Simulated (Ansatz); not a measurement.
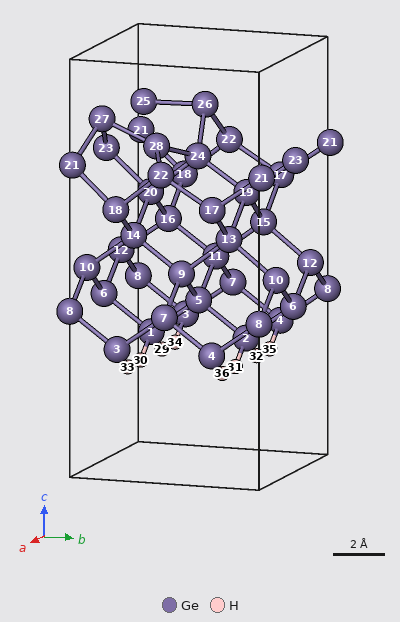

Fig. 1: The starting structure (ball-and-stick view of the cell of the calculation, with the vacuum cut short, seen slightly off an axis; atoms are numbered from 1 in the order of the input). An atom can appear more than once, as a periodic image.

**Ge₇H₂: geometry relaxation (part 1 of 3)**

- system: Ge₇H₂ (slab, 36 atoms in the cell)
- method: DFT LDA, scalar-relativistic, plane waves, PAW (Ansatz 0.2.0)

The structure derives from an entry of the Crystallography Open Database. The run did not end well. The input holds or restrains some coordinates. Forces given for the steps count only the free coordinates. Figures and captions count atoms from 1; the log counts them from 0 in places.

### What the program printed
```
Engine: ansatz 0.2.0, aarch64-unknown-linux-gnu
Pseudopotentials: kind: paw
Pseudopotential: Ge, paw, valence charge 14, recommended cutoff 420 eV (normal), Ge.paw.azcp
Pseudopotential: H, paw, valence charge 1, recommended cutoff 420 eV (normal), H.paw.azcp
Functional definition: SPW92
  exchange = slater_x
  correlation = pw_c
Crystal: 36 atoms, lattice volume = 1402.573 Å³
Basis set: ecut = 420 eV, 27467 PW (Γ)
Bands: 240, of which v1, the nominal top of the filled ones, is band 200 counted from 1 (199 counted from 0)
Symmetry: 2 space group operations
Space group: Pm (ITA 6), of the structure as read, at distance tolerance 1.1e-4 Å
k-points: 4 of 9 (time reversal used)
Non-local potential: Ge, projectors of the file, l = 0: 2, l = 1: 2, l = 2: 3, l = 3: 1
Non-local potential: H, projectors of the file, l = 0: 2, l = 1: 1
PAW form: soft (Blöchl's): semilocal exchange-correlation on the pseudo side does not see the compensation charge
PAW frozen core: Ge, regenerated for the run's functional, and the local potential with it (the file was generated under x = pbe(κ = 0.804, μ = 0.2195149727645171), c = pbe(β = 0.06672455060314922))
PAW one-centre angular grid: Ge, 590 points (default); XC on 64 Gauss nodes
PAW one-centre angular grid: H, 110 points (default); XC on 64 Gauss nodes
Initial density: superposition of atomic densities (neutral atoms: chi_scale 0, normalization atom), corrected by the library's trained network
Initial wavefunctions: pseudopotential atomic-orbital guess
Functional: x = slater, c = lda
SCF iter   1: F=—  HF=-118157.106982 eV  |F-HF|=—  |Δ(HF+E_count)|=         —  Δρ=5.50e-3  dr2=1.55e0  ethr=1.77e-3  p=-0.185 e·Å  D=-2.39e-2 V/Å  ΔV_dip=0.53 eV  dr2_dipole=4.37e-1  V_vac-E_F(+/−)=5.09/4.56 eV  ⟨swp⟩=6.0  Hψ=3330  notcnv=0  defer=79
efield: sawtooth ramp at fractional position 0.8805 (placed from the atoms, in the widest stretch of the axis that holds none; the zero of the levels goes with the place), width 0.0400; the density the first Hamiltonian is built on has a dipole p = -0.185 e·Å; the dipole correction subtracts the counter field D = -2.39e-2 V/Å, which shifts the + side's vacuum level by +0.53 eV against the − side's; the planar-averaged density in the ramp window peaks in size at 4.8e-5 e/Å³
preconditioner: auto → LDOS  [insulator: Δε(μ)=0.102 eV  Ē_g=21.860 eV  σ=0.050 eV  W_gap=0.85  n_scr=242 (ndim 8)  ℏωp=19.8 eV  f_vac=0.492  D(μ)=3.56/eV (n_scr^D=4)  ε∞_Penn≈1.8  β→1.0]
SCF iter   2: F=—  HF=-118157.052687 eV  |F-HF|=—  |Δ(HF+E_count)|=   5.43e-2  Δρ=3.41e-3  dr2=8.98e-1  ethr=3.87e-4  p=-0.185 e·Å  D=-2.38e-2 V/Å  ΔV_dip=0.53 eV  dr2_dipole=5.37e-2  V_vac-E_F(+/−)=4.92/4.39 eV  ⟨swp⟩=3.0  Hψ=1374  notcnv=0  defer=130
SCF iter   3: F=—  HF=-118156.902038 eV  |F-HF|=—  |Δ(HF+E_count)|=   1.51e-1  Δρ=1.31e-3  dr2=1.64e-1  ethr=2.25e-4  p=-0.098 e·Å  D=-1.27e-2 V/Å  ΔV_dip=0.28 eV  dr2_dipole=2.23e-2  V_vac-E_F(+/−)=4.99/4.71 eV  ⟨swp⟩=3.2  Hψ=1116  notcnv=0  defer=130
SCF iter   4: F=—  HF=-118156.889487 eV  |F-HF|=—  |Δ(HF+E_count)|=   1.26e-2  Δρ=7.88e-4  dr2=4.24e-2  ethr=4.10e-5  p=-0.117 e·Å  D=-1.51e-2 V/Å  ΔV_dip=0.34 eV  dr2_dipole=8.30e-3  V_vac-E_F(+/−)=4.98/4.65 eV  ⟨swp⟩=1.8  Hψ=1092  notcnv=0  defer=127
SCF iter   5: F=—  HF=-118156.886008 eV  |F-HF|=—  |Δ(HF+E_count)|=   3.48e-3  Δρ=4.39e-4  dr2=1.04e-2  ethr=1.06e-5  p=-0.108 e·Å  D=-1.39e-2 V/Å  ΔV_dip=0.31 eV  dr2_dipole=1.85e-4  V_vac-E_F(+/−)=4.98/4.67 eV  ⟨swp⟩=2.0  Hψ=968  notcnv=0  defer=127
SCF iter   6: F=—  HF=-118156.885057 eV  |F-HF|=—  |Δ(HF+E_count)|=   9.51e-4  Δρ=2.22e-4  dr2=1.94e-3  ethr=2.60e-6  p=-0.113 e·Å  D=-1.45e-2 V/Å  ΔV_dip=0.32 eV  dr2_dipole=5.84e-5  V_vac-E_F(+/−)=4.98/4.66 eV  ⟨swp⟩=2.0  Hψ=1032  notcnv=0  defer=127
SCF iter   7: F=—  HF=-118156.884827 eV  |F-HF|=—  |Δ(HF+E_count)|=   2.30e-4  Δρ=9.87e-5  dr2=3.31e-4  ethr=4.86e-7  p=-0.113 e·Å  D=-1.46e-2 V/Å  ΔV_dip=0.32 eV  dr2_dipole=3.91e-7  V_vac-E_F(+/−)=4.99/4.66 eV  ⟨swp⟩=2.0  Hψ=1102  notcnv=0  defer=127
SCF iter   8: F=—  HF=-118156.884804 eV  |F-HF|=—  |Δ(HF+E_count)|=   2.30e-5  Δρ=4.62e-5  dr2=8.25e-5  ethr=8.28e-8  p=-0.113 e·Å  D=-1.45e-2 V/Å  ΔV_dip=0.32 eV  dr2_dipole=4.67e-6  V_vac-E_F(+/−)=4.99/4.67 eV  ⟨swp⟩=2.0  Hψ=1062  notcnv=0  defer=127
SCF iter   9: F=—  HF=-118156.884797 eV  |F-HF|=—  |Δ(HF+E_count)|=   6.44e-6  Δρ=2.26e-5  dr2=2.41e-5  ethr=5.62e-9  p=-0.113 e·Å  D=-1.46e-2 V/Å  ΔV_dip=0.32 eV  dr2_dipole=2.63e-6  V_vac-E_F(+/−)=4.99/4.66 eV  ⟨swp⟩=13.8  Hψ=4465  notcnv=0
SCF iter  10: F=-118156.884791 eV  HF=-118156.884796 eV  |F-HF|=5.01e-6  |Δ(HF+E_count)|=   1.05e-6  Δρ=1.16e-5  dr2=6.85e-6  ethr=5.62e-9  p=-0.113 e·Å  D=-1.46e-2 V/Å  ΔV_dip=0.32 eV  dr2_dipole=3.18e-8  V_vac-E_F(+/−)=4.99/4.66 eV  ⟨swp⟩=7.0  Hψ=3303  notcnv=0
SCF 1 converged in 10 iterations: F = -118156.884791 eV  dr2 = 6.85e-6
  greatest PAW one-centre occupation: 0.998 electrons in one spin orbital (limit 2), on the Ge atom at site 27 (counted from 0), in its partial waves of l = 2
relax step   1: F+E_penalty+E_count = -118156.88479130 eV  Δ(F+E_penalty+E_count) = +0.000e0 eV  max|allowed force component| = 3.133e-1 eV/Å  Δτ_max = 0.0000 Å  (10 SCF iters, dr2 threshold 2.25e-5 eV, accepted)
Initial density: handed on by an earlier stage of this run
Initial wavefunctions: those handed on with the density
iter 1 solved again at ethr=1.39e-5 eV; its pass at ethr=3.10e-3 eV (dr2=5.57e-2 eV) is discarded
SCF iter   1: F=—  HF=-118156.930504 eV  |F-HF|=—  |Δ(HF+E_count)|=         —  Δρ=1.22e-3  dr2=5.73e-2  ethr=1.39e-5  p=-0.113 e·Å  D=-1.46e-2 V/Å  ΔV_dip=0.32 eV  dr2_dipole=4.17e-3  V_vac-E_F(+/−)=5.01/4.69 eV  ⟨swp⟩=2.0  Hψ=2422  notcnv=0  defer=127
efield: sawtooth ramp at fractional position 0.8805 (handed on by an earlier solve), width 0.0400; the density the first Hamiltonian is built on has a dipole p = -0.113 e·Å; the dipole correction subtracts the counter field D = -1.46e-2 V/Å, which shifts the + side's vacuum level by +0.32 eV against the − side's; the planar-averaged density in the ramp window peaks in size at 9.5e-6 e/Å³
preconditioner: auto → LDOS  [insulator: Δε(μ)=0.094 eV  Ē_g=21.854 eV  σ=0.050 eV  W_gap=0.71  n_scr=242 (ndim 8)  ℏωp=19.8 eV  f_vac=0.490  D(μ)=9.48/eV (n_scr^D=26)  ε∞_Penn≈1.8  β→1.0]
SCF iter   2: F=—  HF=-118156.923285 eV  |F-HF|=—  |Δ(HF+E_count)|=   7.22e-3  Δρ=6.04e-4  dr2=1.32e-2  ethr=1.39e-5  p=-0.118 e·Å  D=-1.53e-2 V/Å  ΔV_dip=0.34 eV  dr2_dipole=3.66e-4  V_vac-E_F(+/−)=5.01/4.67 eV  ⟨swp⟩=2.0  Hψ=1034  notcnv=0  defer=127
SCF iter   3: F=—  HF=-118156.922974 eV  |F-HF|=—  |Δ(HF+E_count)|=   3.10e-4  Δρ=4.51e-4  dr2=1.13e-2  ethr=3.30e-6  p=-0.117 e·Å  D=-1.51e-2 V/Å  ΔV_dip=0.33 eV  dr2_dipole=6.68e-4  V_vac-E_F(+/−)=5.02/4.68 eV  ⟨swp⟩=2.0  Hψ=1297  notcnv=0  defer=127
SCF iter   4: F=—  HF=-118156.921424 eV  |F-HF|=—  |Δ(HF+E_count)|=   1.55e-3  Δρ=2.46e-4  dr2=3.68e-3  ethr=2.81e-6  p=-0.120 e·Å  D=-1.55e-2 V/Å  ΔV_dip=0.34 eV  dr2_dipole=2.58e-4  V_vac-E_F(+/−)=5.01/4.67 eV  ⟨swp⟩=2.0  Hψ=1039  notcnv=0  defer=127
SCF iter   5: F=—  HF=-118156.921249 eV  |F-HF|=—  |Δ(HF+E_count)|=   1.75e-4  Δρ=1.20e-4  dr2=6.60e-4  ethr=9.19e-7  p=-0.120 e·Å  D=-1.54e-2 V/Å  ΔV_dip=0.34 eV  dr2_dipole=9.78e-5  V_vac-E_F(+/−)=5.01/4.67 eV  ⟨swp⟩=2.0  Hψ=1088  notcnv=0  defer=127
SCF iter   6: F=—  HF=-118156.921179 eV  |F-HF|=—  |Δ(HF+E_count)|=   7.07e-5  Δρ=5.88e-5  dr2=2.00e-4  ethr=1.65e-7  p=-0.121 e·Å  D=-1.57e-2 V/Å  ΔV_dip=0.35 eV  dr2_dipole=1.03e-5  V_vac-E_F(+/−)=5.01/4.67 eV  ⟨swp⟩=2.0  Hψ=1047  notcnv=0  defer=127
SCF iter   7: F=—  HF=-118156.921164 eV  |F-HF|=—  |Δ(HF+E_count)|=   1.49e-5  Δρ=2.68e-5  dr2=3.43e-5  ethr=5.00e-8  p=-0.121 e·Å  D=-1.56e-2 V/Å  ΔV_dip=0.35 eV  dr2_dipole=9.20e-6  V_vac-E_F(+/−)=5.01/4.67 eV  ⟨swp⟩=2.0  Hψ=1036  notcnv=0  defer=127
SCF iter   8: F=—  HF=-118156.921165 eV  |F-HF|=—  |Δ(HF+E_count)|=   1.38e-6  Δρ=1.18e-5  dr2=7.06e-6  ethr=8.57e-9  p=-0.121 e·Å  D=-1.57e-2 V/Å  ΔV_dip=0.35 eV  dr2_dipole=1.16e-6  V_vac-E_F(+/−)=5.01/4.67 eV  ⟨swp⟩=2.0  Hψ=1057  notcnv=0  defer=127
SCF iter   9: F=-118156.921164 eV  HF=-118156.921165 eV  |F-HF|=1.06e-6  |Δ(HF+E_count)|=   1.81e-7  Δρ=5.21e-6  dr2=1.24e-6  ethr=1.53e-9  p=-0.121 e·Å  D=-1.57e-2 V/Å  ΔV_dip=0.35 eV  dr2_dipole=2.19e-7  V_vac-E_F(+/−)=5.01/4.67 eV  ⟨swp⟩=12.5  Hψ=3763  notcnv=0
SCF 2 converged in 9 iterations: F = -118156.921164 eV  dr2 = 1.24e-6
relax step   2: F+E_penalty+E_count = -118156.92116380 eV  Δ(F+E_penalty+E_count) = -3.637e-2 eV  max|allowed force component| = 1.406e-1 eV/Å  Δτ_max = 0.0819 Å  (9 SCF iters, dr2 threshold 6.13e-6 eV, accepted)
SCF iter   1: F=—  HF=-118156.948711 eV  |F-HF|=—  |Δ(HF+E_count)|=         —  Δρ=1.62e-3  dr2=8.42e-2  ethr=2.79e-4  p=-0.121 e·Å  D=-1.57e-2 V/Å  ΔV_dip=0.35 eV  dr2_dipole=2.22e-3  V_vac-E_F(+/−)=5.02/4.68 eV  ⟨swp⟩=3.2  Hψ=1418  notcnv=0  defer=127
efield: sawtooth ramp at fractional position 0.8805 (handed on by an earlier solve), width 0.0400; the density the first Hamiltonian is built on has a dipole p = -0.121 e·Å; the dipole correction subtracts the counter field D = -1.57e-2 V/Å, which shifts the + side's vacuum level by +0.35 eV against the − side's; the planar-averaged density in the ramp window peaks in size at 8.3e-6 e/Å³
preconditioner: auto → LDOS  [insulator: Δε(μ)=0.115 eV  Ē_g=21.861 eV  σ=0.050 eV  W_gap=0.79  n_scr=242 (ndim 8)  ℏωp=19.8 eV  f_vac=0.491  D(μ)=10.29/eV (n_scr^D=32)  ε∞_Penn≈1.8  β→1.0]
SCF iter   2: F=—  HF=-118156.939433 eV  |F-HF|=—  |Δ(HF+E_count)|=   9.28e-3  Δρ=7.75e-4  dr2=2.67e-2  ethr=2.11e-5  p=-0.127 e·Å  D=-1.64e-2 V/Å  ΔV_dip=0.36 eV  dr2_dipole=3.24e-4  V_vac-E_F(+/−)=5.03/4.66 eV  ⟨swp⟩=2.0  Hψ=1535  notcnv=0  defer=127
SCF iter   3: F=—  HF=-118156.937752 eV  |F-HF|=—  |Δ(HF+E_count)|=   1.68e-3  Δρ=5.70e-4  dr2=1.94e-2  ethr=6.67e-6  p=-0.123 e·Å  D=-1.59e-2 V/Å  ΔV_dip=0.35 eV  dr2_dipole=5.92e-4  V_vac-E_F(+/−)=5.03/4.68 eV  ⟨swp⟩=2.0  Hψ=1300  notcnv=0  defer=127
SCF iter   4: F=—  HF=-118156.935270 eV  |F-HF|=—  |Δ(HF+E_count)|=   2.48e-3  Δρ=2.99e-4  dr2=5.82e-3  ethr=4.84e-6  p=-0.130 e·Å  D=-1.67e-2 V/Å  ΔV_dip=0.37 eV  dr2_dipole=1.42e-4  V_vac-E_F(+/−)=5.03/4.66 eV  ⟨swp⟩=2.0  Hψ=1019  notcnv=0  defer=127
SCF iter   5: F=—  HF=-118156.934647 eV  |F-HF|=—  |Δ(HF+E_count)|=   6.23e-4  Δρ=1.51e-4  dr2=9.82e-4  ethr=1.46e-6  p=-0.128 e·Å  D=-1.66e-2 V/Å  ΔV_dip=0.37 eV  dr2_dipole=9.99e-5  V_vac-E_F(+/−)=5.03/4.67 eV  ⟨swp⟩=2.0  Hψ=1007  notcnv=0  defer=127
SCF iter   6: F=—  HF=-118156.934737 eV  |F-HF|=—  |Δ(HF+E_count)|=   8.99e-5  Δρ=6.29e-5  dr2=1.71e-4  ethr=2.46e-7  p=-0.130 e·Å  D=-1.67e-2 V/Å  ΔV_dip=0.37 eV  dr2_dipole=1.78e-5  V_vac-E_F(+/−)=5.03/4.66 eV  ⟨swp⟩=2.0  Hψ=1137  notcnv=0  defer=127
SCF iter   7: F=—  HF=-118156.934726 eV  |F-HF|=—  |Δ(HF+E_count)|=   1.09e-5  Δρ=2.62e-5  dr2=3.29e-5  ethr=4.27e-8  p=-0.130 e·Å  D=-1.67e-2 V/Å  ΔV_dip=0.37 eV  dr2_dipole=7.88e-6  V_vac-E_F(+/−)=5.03/4.66 eV  ⟨swp⟩=2.0  Hψ=1050  notcnv=0  defer=127
SCF iter   8: F=—  HF=-118156.934728 eV  |F-HF|=—  |Δ(HF+E_count)|=   2.41e-6  Δρ=1.15e-5  dr2=7.81e-6  ethr=8.22e-9  p=-0.130 e·Å  D=-1.67e-2 V/Å  ΔV_dip=0.37 eV  dr2_dipole=2.08e-6  V_vac-E_F(+/−)=5.03/4.66 eV  ⟨swp⟩=2.0  Hψ=1044  notcnv=0  defer=127
SCF iter   9: F=—  HF=-118156.934728 eV  |F-HF|=—  |Δ(HF+E_count)|=   3.08e-7  Δρ=5.55e-6  dr2=1.76e-6  ethr=1.95e-9  p=-0.130 e·Å  D=-1.67e-2 V/Å  ΔV_dip=0.37 eV  dr2_dipole=2.62e-7  V_vac-E_F(+/−)=5.03/4.66 eV  ⟨swp⟩=2.0  Hψ=1314  notcnv=0  defer=127
SCF iter  10: F=-118156.934728 eV  HF=-118156.934728 eV  |F-HF|=1.83e-7  |Δ(HF+E_count)|=   5.79e-8  Δρ=2.70e-6  dr2=2.84e-7  ethr=3.09e-10  p=-0.130 e·Å  D=-1.67e-2 V/Å  ΔV_dip=0.37 eV  dr2_dipole=2.74e-8  V_vac-E_F(+/−)=5.03/4.66 eV  ⟨swp⟩=12.8  Hψ=4096  notcnv=0
SCF 3 converged in 10 iterations: F = -118156.934728 eV  dr2 = 2.84e-7
relax step   3: F+E_penalty+E_count = -118156.93472794 eV  Δ(F+E_penalty+E_count) = -1.356e-2 eV  max|allowed force component| = 7.708e-2 eV/Å  Δτ_max = 0.1193 Å  (10 SCF iters, dr2 threshold 1.24e-6 eV, accepted)
```
